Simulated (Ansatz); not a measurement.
# KCl: what the fields show

```
K Cl
1.0
    -3.11530    3.11530    0.00000
    -3.11530    0.00000   -3.33875
    -6.23060   -3.11530    3.33875
K Cl
2 2
Direct
  0.84403 0.77719 0.75000
  0.15597 0.22281 0.25000
  0.00000 0.00000 0.00000
  0.50000 0.50000 0.50000
```

Space group P-1; changed on purpose from its base cell (mode 4 frozen in at -0.497 Å, strain +e along z and -e/2 along x and y +0.0467); not relaxed (largest force 0.9 eV/Å); computed pressure about 2 GPa in this cell.

Level of theory: DFT PBE, scalar-relativistic, plane waves, PAW in Ansatz.

The density is the valence pseudo-density of a PAW calculation; it isn't the true density close to the nuclei.

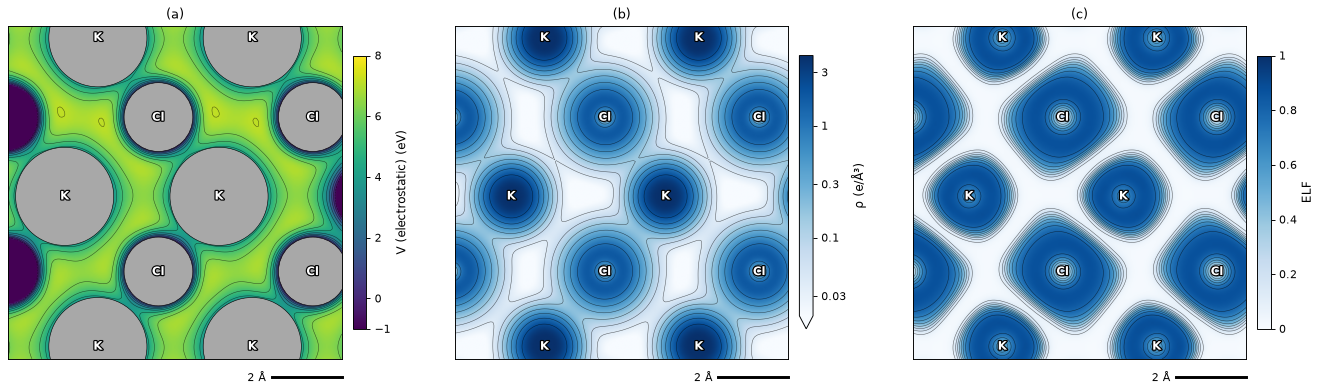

Figure 1. (a) electrostatic potential energy of an electron; (b) valence charge density (pseudo); (c) electron localisation function on the (011̄) plane of the conventional cell. Grey discs cover the atomic cores in the potential map.

> Describe what can be read from this map.

The section cuts through K and Cl sites. K–Cl (2.75 Å): ρ is about 0.2 e/Å³ halfway; the ELF peaks at about 0.90 in the valence shell of Cl, 0.8 Å from its nucleus, and drops to about 0.10 between the two atoms (a closed-shell, largely ionic contact). K–Cl (2.85 Å): ρ is about 0.16 e/Å³ halfway; the ELF peaks at about 0.90 in the valence shell of Cl, 0.8 Å from its nucleus, and drops to about 0.05 between the two atoms: an ionic contact with no shared pair. Between the atoms the lowest density in this plane is 0.01 e/Å³. The features right at K lie inside the PAW spheres, where the map follows smoothed inner orbitals and isn't to be read closely. Outside the cores the potential energy rises away from the atoms and is highest about 1.6 Å from the nearest atoms; its zero is arbitrary.

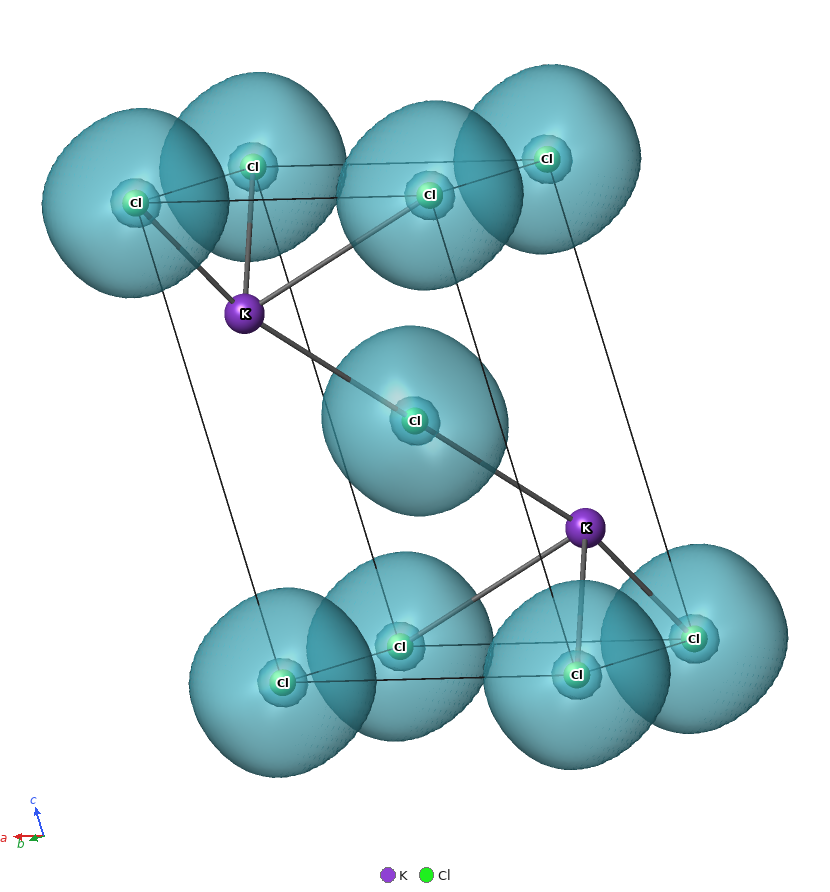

Figure 2. Isosurface of the ELF at 0.65 (cyan), seen at an oblique angle. Only the valence region is drawn (cores and ρ < 0.01 e/Å³ removed). Sticks mark near contacts.

> Identify the bonds, lone pairs and shells in this picture.

At this value the surface marks out two regions wrapped around Cl (the valence shell of each), counted in one cell of 4 atoms. Any copies at cell faces, edges or corners count once.

> Does the calculation make it a metal, or give it a gap?

It is gapped, with a Kohn–Sham gap of 5.0 eV on the k-point mesh (the band edges may lie off the mesh, which would make the gap smaller).
